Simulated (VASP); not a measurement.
BaTiO3, space group Pm-3m (No. 221), a = 4.006 Å, b = 4.006 Å, c = 4.006 Å, α = 90.00°, β = 90.00°, γ = 90.00°

```tsv
site	Wyckoff	x	y	z
Ba	1b	0.5000	0.5000	0.5000
Ti	1a	0.0000	0.0000	0.0000
O	3d	0.0000	0.0000	0.5000
```

Origin: an entry of the Crystallography Open Database, as set up for an electronic-structure calculation.

**Describe the coordination of Ti.**

TiO6: an essentially ideal octahedron (coordination number 6, S = 0.00; next best trigonal prism, S = 16.7). Bonds: 6 × Ti–O 2.00 Å. The next neighbour, not counted, lies at 3.47 Å.

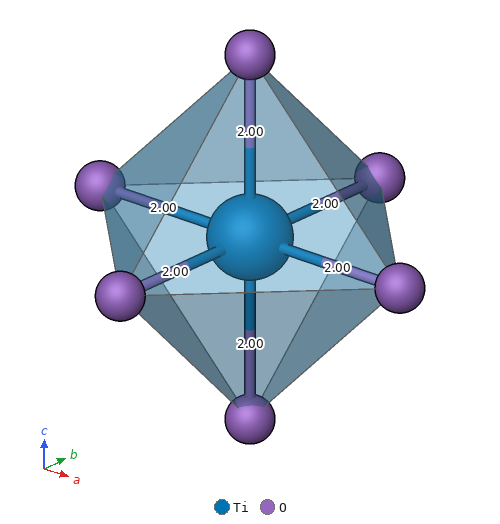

The polyhedron about Ti. Continuous shape measures are computed against ideal polyhedra (0 is ideal; above about 3 the distortion is strong).
